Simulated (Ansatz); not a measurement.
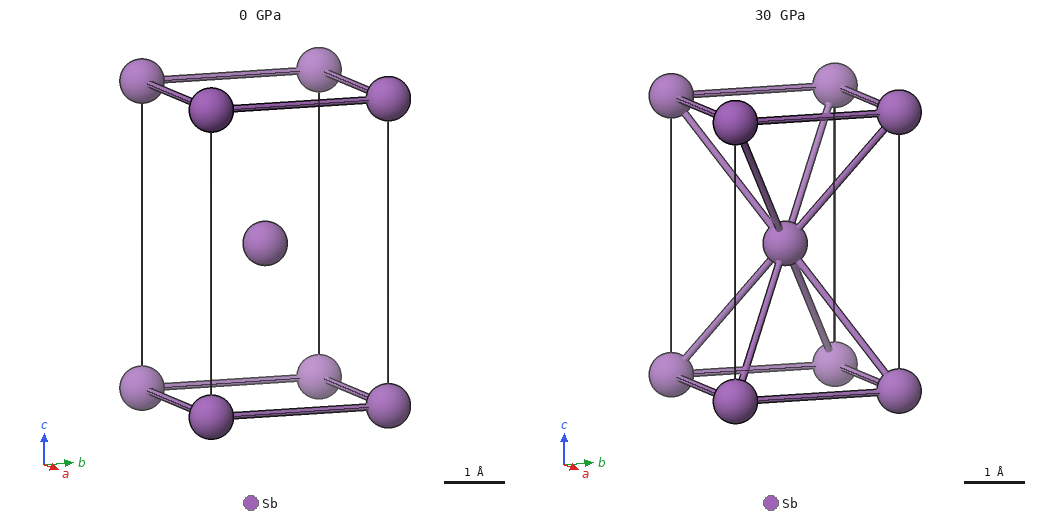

Sb, space group I4/mmm (No. 139), relaxed (cell and atoms) under a series of hydrostatic pressures; the conventional cell is drawn at the lowest and the highest, to one scale (sticks follow a distance rule). The start was a structure listed in the Materials Project. This isn't the form of Sb at room conditions, which is rhombohedral.

Alike in all runs: Ansatz 0.2.0; functional PBEsol; potentials Ansatz PAW; cutoff 420 eV; k mesh 12 × 12 × 12 on the run's cell of 1 atom; occupations fermi-dirac, width 0.05 eV; no spin polarisation; no spin-orbit coupling.

| pressure (GPa) | volume (Å³/atom) | a (Å) | c (Å) |
| --- | --- | --- | --- |
| 0.0 | 26.313 | 3.179 | 5.206 |
| 2.0 | 25.598 | 3.152 | 5.153 |
| 5.0 | ? | ? | ? |
| 10.0 | 23.471 | 3.073 | 4.970 |
| 20.0 | 21.691 | 3.000 | 4.819 |
| 30.0 | 20.423 | 2.939 | 4.728 |

### What equation of state do the given rows imply, and what volume does it predict for the missing row?

The fit gives V0 = 26.32 Å³/atom, B0 = 68 GPa and B0′ = 4.4, which puts the volume at 5.0 GPa at 24.69 Å³/atom. The run gave volume 24.688 Å³/atom; a 3.120 Å; c 5.072 Å.

### Which axis yields most up to 30 GPa?

The c axis: a −7.6 %, c −9.2 %, against −22.4 % in volume.

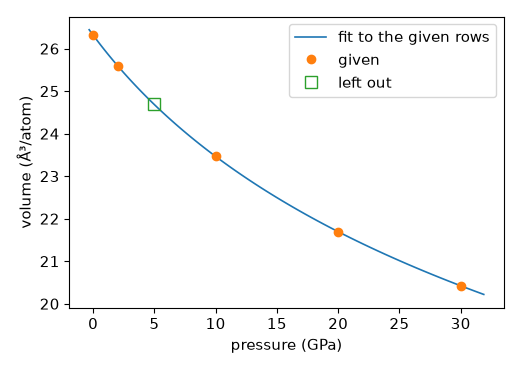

Volume against pressure, with the fit. The structure was kept in its own symmetry, so a change to another phase within this range wouldn't be seen.

Caveat: the plane-wave basis is chosen anew once the cell has moved, so the energies of steps on either side of that aren't comparable.
